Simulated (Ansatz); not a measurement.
**Al₂O₃: single-point calculation**

The run: single-point calculation of Al₂O₃ (Pbcn, 20 atoms in the cell). Method and program: DFT PBE, scalar-relativistic, plane waves, PAW, no spin polarisation (Ansatz 0.2.0).

The structure derives from a Materials Project entry.

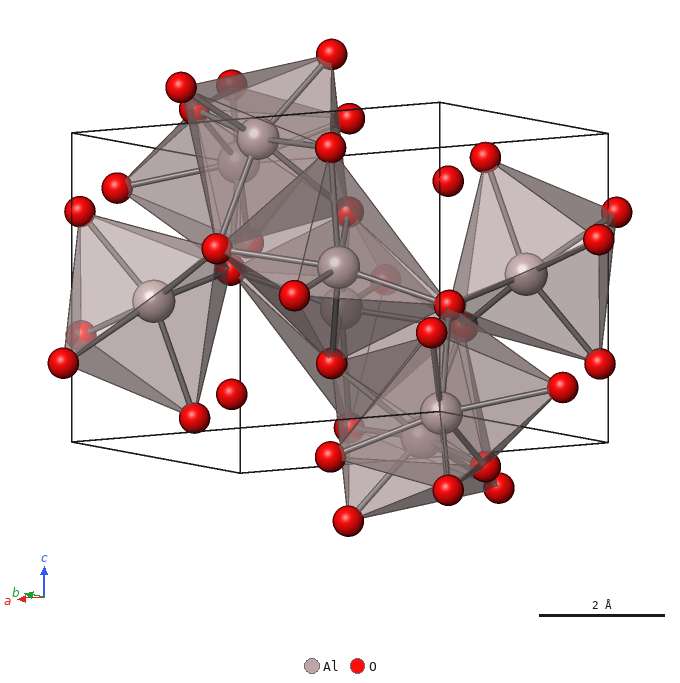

Fig. 1: The input geometry (polyhedral view of the cell of the calculation, seen at an oblique angle; polyhedra are completed across the faces of the cell).

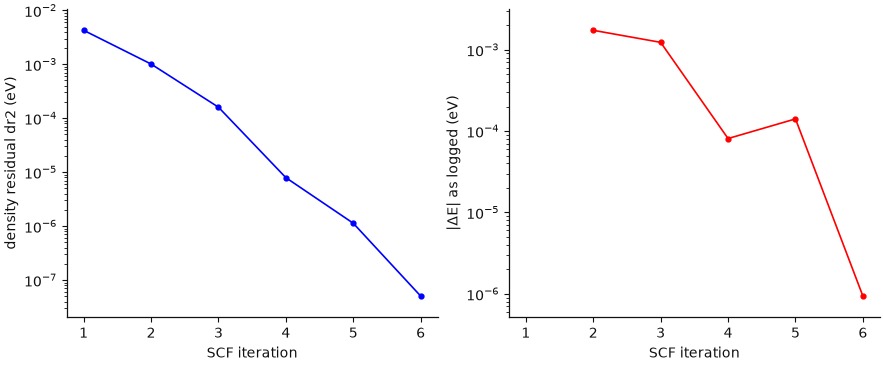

Fig. 2: Convergence of the self-consistent field: density residual dr2 and size of the energy change against the SCF iteration. The residual falls at every step.

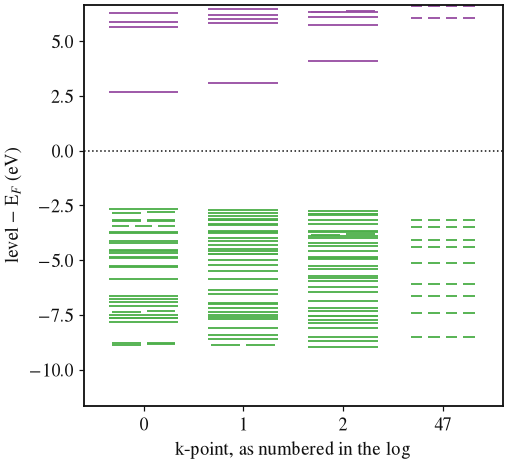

Fig. 3: Kohn–Sham levels near the Fermi level (dotted) at the few k-points that the log prints; levels within 0.02 eV of each other stand side by side. Among these points the highest filled and lowest empty levels are 5.32 eV apart, which is the gap on the mesh.

The input and output of the run follow.

Input
```yaml
crystal:
  lattice:
    - [7.089941, 0.0, 0.0]
    - [0.0, 4.846933, 0.0]
    - [0.0, 0.0, 4.985404]
  atoms:
    - { symbol: Al, position: [0.390395, 0.252152, 0.030514] }
    - { symbol: Al, position: [0.609605, 0.252152, 0.469486] }
    - { symbol: Al, position: [0.109605, 0.247848, 0.530514] }
    - { symbol: Al, position: [0.890395, 0.247848, 0.969486] }
    - { symbol: Al, position: [0.609605, 0.747848, 0.969486] }
    - { symbol: Al, position: [0.390395, 0.747848, 0.530514] }
    - { symbol: Al, position: [0.890395, 0.752152, 0.469486] }
    - { symbol: Al, position: [0.109605, 0.752152, 0.030514] }
    - { symbol: O, position: [0.654002, 0.107021, 0.101976] }
    - { symbol: O, position: [0.345998, 0.107021, 0.398024] }
    - { symbol: O, position: [0.845998, 0.392979, 0.601976] }
    - { symbol: O, position: [0.154002, 0.392979, 0.898024] }
    - { symbol: O, position: [0.345998, 0.892979, 0.898024] }
    - { symbol: O, position: [0.654002, 0.892979, 0.601976] }
    - { symbol: O, position: [0.154002, 0.607021, 0.398024] }
    - { symbol: O, position: [0.845998, 0.607021, 0.101976] }
    - { symbol: O, position: [0.0, 0.049404, 0.25] }
    - { symbol: O, position: [0.5, 0.450596, 0.75] }
    - { symbol: O, position: [0.0, 0.950596, 0.75] }
    - { symbol: O, position: [0.5, 0.549404, 0.25] }
basis:
  ecutwfc: 420
kpoints:
  mp_grid: { grid: [4, 6, 6] }
hamiltonian:
  xc: pbe
scf:
  occupations: { method: gaussian, width: 0.02 }
output:
  forces: true
  stress: true
  eigenvalues: true
  populations: true
```

Command:
```bash
ansatz run input.yaml --threads 4 --pin off --max-ram 10240MiB --backend cpu --events-out ev --progress --plain --runs-dir out
```

What the program printed
```
Engine: ansatz 0.2.0, aarch64-unknown-linux-gnu
Pseudopotentials: kind: paw
Pseudopotential: Al, paw, valence charge 3, recommended cutoff 420 eV (normal), Al.paw.azcp
Pseudopotential: O, paw, valence charge 6, recommended cutoff 420 eV (normal), O.paw.azcp
Functional definition: PBE
  parameter kappa = 0.804
  parameter beta = 0.06672455060314922
  exchange = pbe_x(kappa = kappa, mu = beta*pi^2/3)
  correlation = pbe_c(beta = beta)
Crystal: 20 atoms, lattice volume = 171.321 Å³
Basis set: ecut = 420 eV, 3351 PW (Γ), exchange–correlation on 96×72×72 points (8 copies of the dense FFT grid, shifted against one another)
Bands: 68, of which v1, the nominal top of the filled ones, is band 48 counted from 1 (47 counted from 0)
Symmetry: 8 space group operations
Space group: Pbcn (ITA 60), of the structure as read, at distance tolerance 5.6e-5 Å
k-points: 48 of 144
Non-local potential: Al, projectors of the file, l = 0: 2, l = 1: 2, l = 2: 1
Non-local potential: O, projectors of the file, l = 0: 2, l = 1: 2, l = 2: 1
PAW form: soft (Blöchl's): semilocal exchange-correlation on the pseudo side does not see the compensation charge
PAW one-centre angular grid: Al, 110 points (default); XC on 64 Gauss nodes
PAW one-centre angular grid: O, 110 points (default); XC on 64 Gauss nodes
Initial density: superposition of atomic densities (neutral atoms: chi_scale 0, normalization atom), corrected by the library's trained network
Initial wavefunctions: pseudopotential atomic-orbital guess
Functional: x = pbe(κ = 0.804, μ = 0.2195149727645171), c = pbe(β = 0.06672455060314922)
SCF iter   1: F=—  HF=-11137.349286 eV  |F-HF|=—  |Δ(HF+E_count)|=         —  Δρ=2.07e-3  dr2=4.26e-3  ethr=1.77e-3  ⟨swp⟩=6.6  Hψ=15106  notcnv=0  defer=245
preconditioner: auto → Resta (q_TF=auto, 2.477 Å⁻¹)  ε∞=3.7  [insulator: Δε(μ)=5.309 eV  Ē_g=16.842 eV  σ=0.020 eV  W_gap=1.00  n_scr=36 (ndim 8)  ℏωp=27.8 eV  f_vac=0.000  D(μ)=0.00/eV (n_scr^D=0)  ε∞_Penn≈3.7]
SCF iter   2: F=—  HF=-11137.351012 eV  |F-HF|=—  |Δ(HF+E_count)|=   1.73e-3  Δρ=1.07e-3  dr2=1.01e-3  ethr=4.43e-6  ⟨swp⟩=2.0  Hψ=6373  notcnv=0  defer=662
SCF iter   3: F=—  HF=-11137.352247 eV  |F-HF|=—  |Δ(HF+E_count)|=   1.23e-3  Δρ=3.48e-4  dr2=1.60e-4  ethr=1.06e-6  ⟨swp⟩=3.0  Hψ=5609  notcnv=0  defer=662
SCF iter   4: F=—  HF=-11137.352328 eV  |F-HF|=—  |Δ(HF+E_count)|=   8.09e-5  Δρ=8.67e-5  dr2=7.91e-6  ethr=1.66e-7  ⟨swp⟩=2.0  Hψ=4379  notcnv=0  defer=662
SCF iter   5: F=—  HF=-11137.352469 eV  |F-HF|=—  |Δ(HF+E_count)|=   1.41e-4  Δρ=3.36e-5  dr2=1.13e-6  ethr=8.23e-9  ⟨swp⟩=2.0  Hψ=4617  notcnv=0  defer=662
SCF iter   6: F=-11137.352470 eV  HF=-11137.352470 eV  |F-HF|=4.02e-8  |Δ(HF+E_count)|=   9.38e-7  Δρ=6.62e-6  dr2=5.05e-8  ethr=1.04e-10  ⟨swp⟩=12.0  Hψ=17714  notcnv=0
SCF 1 converged in 6 iterations: F = -11137.352470 eV  dr2 = 5.05e-8
  greatest PAW one-centre occupation: 0.861 electrons in one spin orbital (limit 2), on the O atom at site 19 (counted from 0), in its partial waves of l = 0
SCF converged after 6 iterations
Free energy (F): -11137.352470 eV
Harris-Foulkes:  -11137.352470 eV  (|F-HF|=4.02e-8)
Internal energy: -11137.352470 eV  (E = F + TS)
E sigma→0 (E₀):  -11137.352470 eV
Fermi energy:    10.575146 eV
--- Per-component energies (eV) ---
  E_band       = 151.911007
  E_kinetic    = 2355.864952
  E_local      = -3900.048719  (includes V_loc(G=0)·N_el)
  E_nonlocal   = 646.286372
  E_hartree    = 1452.493426
  E_xc         = -1224.659357
  E_vxc        = -1391.074204  (∫ρ·V_xc dr)
  E_paw        = -5640.956921  (= ΣΔE_a)
  E_vpaw       = -464.138440  (= ΣTr[D̂ρ^β])
  E_aug_tail   = 0.030236  (compensation charges beyond the density's cutoff)
  E_ewald      = -4826.362459
  E_smearing   = -0.000000  (= −TS)
  E_closure    = -0.000000  (closes the sum)
  Σ components = -11137.352470   (vs F -11137.352470, Δ=0.00e0)
--- Forces (eV/Å), atoms counted from 1 ---
  atom   1  Al     0.00728908    -0.00139507     0.00237491
  atom   2  Al    -0.00728908    -0.00139507    -0.00237491
  atom   3  Al    -0.00728908     0.00139507     0.00237491
  atom   4  Al     0.00728908     0.00139507    -0.00237491
  atom   5  Al    -0.00728908     0.00139507    -0.00237491
  atom   6  Al     0.00728908     0.00139507     0.00237491
  atom   7  Al     0.00728908    -0.00139507    -0.00237491
  atom   8  Al    -0.00728908    -0.00139507     0.00237491
  atom   9  O     -0.00135522    -0.00386163    -0.00016157
  atom  10  O      0.00135522    -0.00386163     0.00016157
  atom  11  O      0.00135522     0.00386163    -0.00016157
  atom  12  O     -0.00135522     0.00386163     0.00016157
  atom  13  O      0.00135522     0.00386163     0.00016157
  atom  14  O     -0.00135522     0.00386163    -0.00016157
  atom  15  O     -0.00135522    -0.00386163     0.00016157
  atom  16  O      0.00135522    -0.00386163    -0.00016157
  atom  17  O      0.00000000     0.00340163    -0.00000000
  atom  18  O      0.00000000    -0.00340163    -0.00000000
  atom  19  O      0.00000000    -0.00340163     0.00000000
  atom  20  O      0.00000000     0.00340163     0.00000000
  max |Σ_I F_I| component: 3.25e-18 eV/Å
--- Stress (GPa, compression-positive) ---
        0.158776       0.000000       0.000000
        0.000000       0.120893       0.000000
        0.000000       0.000000       0.221368
  P = ⅓ Tr σ = 0.1670 GPa (1.670 kbar)
--- Band table (eV; the first three rows and the last of 48) ---
  k-point 0: bands = ["-11.2595", "-10.1628", "-9.4375", "-9.1877", "-9.1264", "-8.9273", "-8.6769", "-8.5505", "-8.5310", "-8.4723", "-8.4387", "-8.1595", "1.7203", "1.7380", "1.7854", "1.7895", "2.7435", "2.9095", "2.9316", "3.0585", "3.2246", "3.2332", "3.4989", "3.6813", "3.7982", "3.9429", "4.7026", "5.2687", "5.3289", "5.6802", "5.7016", "5.9165", "5.9997", "6.0578", "6.3586", "6.4455", "6.8052", "6.8512", "7.1274", "7.1368", "7.1402", "7.3434", "7.3462", "7.3904", "7.4007", "7.7505", "7.7667", "7.9151", "13.2352", "16.2288", "16.4476", "16.8523", "17.4806", "17.5007", "17.8396", "18.4271", "18.4403", "18.5554", "18.9784", "19.0613", "19.0883", "19.9402", "20.0010", "20.0334", "20.0983", "20.2684", "20.6549", "20.7937"]
  k-point 1: bands = ["-11.1678", "-10.0840", "-9.4897", "-9.3855", "-9.0875", "-8.8368", "-8.7644", "-8.6372", "-8.5716", "-8.4550", "-8.3543", "-8.1840", "1.6932", "1.7021", "1.9722", "2.1575", "2.4865", "2.8724", "2.9673", "3.0503", "3.2174", "3.3688", "3.5525", "3.5973", "4.0301", "4.2218", "4.7355", "5.0819", "5.3639", "5.5911", "5.8356", "5.8686", "6.0061", "6.0624", "6.2595", "6.4588", "6.5841", "6.8109", "6.8569", "6.9191", "7.1636", "7.2444", "7.3990", "7.4233", "7.4704", "7.5888", "7.7460", "7.8649", "13.6721", "16.3862", "16.5911", "16.7789", "17.0274", "17.7460", "17.7602", "18.0671", "18.4744", "18.8014", "18.9331", "19.0008", "19.2057", "19.6162", "19.7712", "20.0498", "20.3507", "20.3986", "20.6067", "20.8301"]
  k-point 2: bands = ["-10.9017", "-9.9896", "-9.8580", "-9.2426", "-9.1265", "-8.9804", "-8.8811", "-8.6815", "-8.5296", "-8.4105", "-8.3283", "-8.2607", "1.6268", "1.8881", "2.0587", "2.4783", "2.7204", "2.8548", "3.0008", "3.0284", "3.2612", "3.3884", "3.7016", "4.1223", "4.3385", "4.6415", "4.7552", "4.8348", "5.1643", "5.3172", "5.6080", "5.6679", "5.7360", "5.9900", "6.2315", "6.3642", "6.5869", "6.6794", "6.7435", "6.7590", "6.8666", "6.9211", "7.2407", "7.3949", "7.6212", "7.6838", "7.7039", "7.8174", "14.6623", "16.3249", "16.6773", "16.8891", "16.9284", "16.9384", "17.9542", "18.0340", "18.4141", "18.7616", "19.0851", "19.3358", "19.3638", "19.6261", "19.7230", "19.7331", "20.0489", "20.1933", "20.6881", "20.7007"]
  k-point 47: bands = ["-9.6952", "-9.6952", "-9.6952", "-9.6952", "-9.3621", "-9.3621", "-9.3621", "-9.3621", "-8.3502", "-8.3502", "-8.3502", "-8.3502", "2.0772", "2.0772", "2.0772", "2.0772", "3.1618", "3.1618", "3.1618", "3.1618", "3.9319", "3.9319", "3.9319", "3.9319", "4.4642", "4.4642", "4.4642", "4.4642", "5.4617", "5.4617", "5.4617", "5.4617", "6.1956", "6.1956", "6.1956", "6.1956", "6.5016", "6.5016", "6.5016", "6.5016", "7.1064", "7.1064", "7.1064", "7.1064", "7.4111", "7.4111", "7.4111", "7.4111", "16.6498", "16.6498", "16.6498", "16.6498", "17.1629", "17.1629", "17.1629", "17.1629", "18.0573", "18.0573", "18.0573", "18.0573", "19.1268", "19.1268", "19.1268", "19.1268", "21.0665", "21.0665", "21.0665", "21.0665"]
--- Löwdin populations: 20 sites ---
  site symbol       q [e]
     0     Al      1.7308
     1     Al      1.7308
     2     Al      1.7308
     3     Al      1.7308
     4     Al      1.7308
     5     Al      1.7308
     6     Al      1.7308
     7     Al      1.7308
     8      O      6.7796
     9      O      6.7796
    10      O      6.7796
    11      O      6.7796
    12      O      6.7796
    13      O      6.7796
    14      O      6.7796
    15      O      6.7796
    16      O      6.7958
    17      O      6.7958
    18      O      6.7958
    19      O      6.7958
  spilling = 0.007646 (of n_electrons = 96.000000)
```

File populations.tsv
```
# site	symbol	l	j	q
# orbitals = lowdin
# n_electrons = 96.000000
# spilling = 0.007646
0	Al	0_3S	-	0.498533
0	Al	1_3P	-	1.232234
1	Al	0_3S	-	0.498533
1	Al	1_3P	-	1.232234
2	Al	0_3S	-	0.498533
2	Al	1_3P	-	1.232234
3	Al	0_3S	-	0.498533
3	Al	1_3P	-	1.232234
4	Al	0_3S	-	0.498533
4	Al	1_3P	-	1.232234
5	Al	0_3S	-	0.498533
5	Al	1_3P	-	1.232234
6	Al	0_3S	-	0.498533
6	Al	1_3P	-	1.232234
7	Al	0_3S	-	0.498533
7	Al	1_3P	-	1.232234
8	O	0_2S	-	1.631274
8	O	1_2P	-	5.148311
9	O	0_2S	-	1.631274
9	O	1_2P	-	5.148311
10	O	0_2S	-	1.631274
10	O	1_2P	-	5.148311
11	O	0_2S	-	1.631274
11	O	1_2P	-	5.148311
12	O	0_2S	-	1.631274
12	O	1_2P	-	5.148311
13	O	0_2S	-	1.631274
13	O	1_2P	-	5.148311
14	O	0_2S	-	1.631274
14	O	1_2P	-	5.148311
15	O	0_2S	-	1.631274
15	O	1_2P	-	5.148311
16	O	0_2S	-	1.621034
16	O	1_2P	-	5.174751
17	O	0_2S	-	1.621034
17	O	1_2P	-	5.174751
18	O	0_2S	-	1.621034
18	O	1_2P	-	5.174751
19	O	0_2S	-	1.621034
19	O	1_2P	-	5.174751
```

Summary

```csv
quantity,value
outcome,converged
space group (tolerance 0.01 Å),Pbcn (60)
electrons treated,96
free energy,−11137.3525 eV
Fermi energy,10.575 eV
gap on the k-point mesh,5.32 eV
pressure,0.17 GPa
largest force (length of the vector),0.008 eV/Å
hardware,"4 threads of Arm Neoverse V2, 24 GiB of memory available, shared host"
wall time,11 s (CPU time 42 s)
peak memory,0.81 GiB
```
